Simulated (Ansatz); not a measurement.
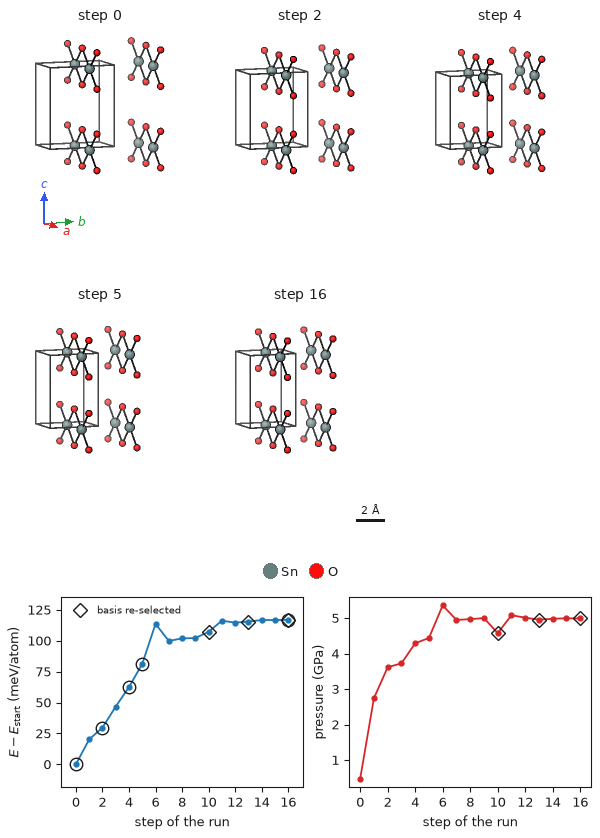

Frames of a relaxation of a crystal of SnO2 (a generated structure, set up in Pmmm), marked on the history of the run. A ball-and-stick model of the cell of the calculation, repeated 2 × 2 × 1 with one cell outlined, seen slightly off an axis.

The run lets cell and atoms move.

Theory: Kohn-Sham DFT of a periodic cell, PBE, Ansatz PAW (Ansatz 0.2.0).

Input file:
```yaml
crystal:
  lattice:
    - [3.02327, 0.0, 0.0]
    - [0.0, 4.96468, 0.0]
    - [0.0, 0.0, 5.97696]
  atoms:
    - { symbol: Sn, position: [0.5, 0.5, 0.0] }
    - { symbol: O, position: [0.0, 0.5, 0.77572] }
    - { symbol: O, position: [0.0, 0.5, 0.22428] }
hamiltonian:
  xc: pbe
  pseudopotentials: { kind: paw }
kpoints:
  mp_grid: { grid: [9, 6, 5] }
scf:
  occupations: { method: fermi_dirac, width: 0.05 }
output:
  forces: true
  stress: true
  eigenvalues: true
relax:
  f_tol: 0.01
  max_steps: 40
  cell: { stress_tol: 0.05, p_target: 5.0 }
```

Launched with:
```bash
ansatz run input.yaml --threads 2 --pin off --max-ram 5632MiB --backend cpu --events-out ev --progress --plain --runs-dir out
```

### Describe the path.

The largest moves relative to the cell, 0.14 Å, are those of O atoms. Sn stays in place. The volume changes by −37.0 %, with a 3.023 → 2.995 Å (−0.9 %), b 4.965 → 3.540 Å (−28.7 %), c 5.977 → 5.327 Å (−10.9 %). Some distances before and after: O–Sn 2.020 → 2.009 Å. The space group stays Pmmm (No. 47). The energy rises by 117 meV per atom in 13 accepted moves (16 points after the start). With the target pressure of 5 GPa, the enthalpy E + pV changes by −229 meV per atom. Largest force component: 0.00054 eV/Å at the start, 0.0011 eV/Å at the end. The pressure goes from 0.47 to 4.99 GPa. The SCF was repeated 3 times at an unchanged geometry on a basis and grid sized afresh for the cell, which shifted the energy by 5.1 meV per atom at most. From step 0 to 2: O atoms move most (0.10 Å), volume −18.1 %, energy +29.7 meV per atom. From step 2 to 4: O atoms move most (0.04 Å), volume −13.0 %, energy +32.9 meV per atom. From step 4 to 5: volume −5.9 %, energy +18.7 meV per atom. From step 5 to 16: volume −6.1 %, energy +35.6 meV per atom.

| step | E − E(0), meV/atom | largest force component, eV/Å | pressure, GPa | volume, Å³/atom | note |
| --- | --- | --- | --- | --- | --- |
| 0 | 0.00 | 0.0005 | 0.47 | 29.904 |  |
| 1 | 20.19 | 0.0999 | 2.74 | 26.614 |  |
| 2 | 29.67 | 0.2315 | 3.62 | 24.481 |  |
| 3 | 46.72 | 0.0226 | 3.73 | 22.716 |  |
| 4 | 62.54 | 0.0623 | 4.29 | 21.308 |  |
| 5 | 81.28 | 0.0045 | 4.44 | 20.045 |  |
| 6 | 113.66 | 0.0157 | 5.36 | 18.776 |  |
| 7 | 99.84 | 0.0014 | 4.95 | 19.237 |  |
| 8 | 101.90 | 0.0004 | 4.97 | 19.162 |  |
| 9 | 102.19 | 0.0000 | 5.00 | 19.151 |  |
| 10 | 107.26 | 0.0026 | 4.58 | 19.151 | same geometry, new basis |
| 11 | 116.23 | 0.0049 | 5.08 | 18.816 |  |
| 12 | 114.63 | 0.0044 | 5.01 | 18.873 |  |
| 13 | 115.47 | 0.0046 | 4.95 | 18.873 | same geometry, new basis |
| 14 | 116.81 | 0.0066 | 4.98 | 18.824 |  |
| 15 | 116.74 | 0.0011 | 4.99 | 18.827 |  |
| 16 | 116.89 | 0.0011 | 4.99 | 18.827 | same geometry, new basis |
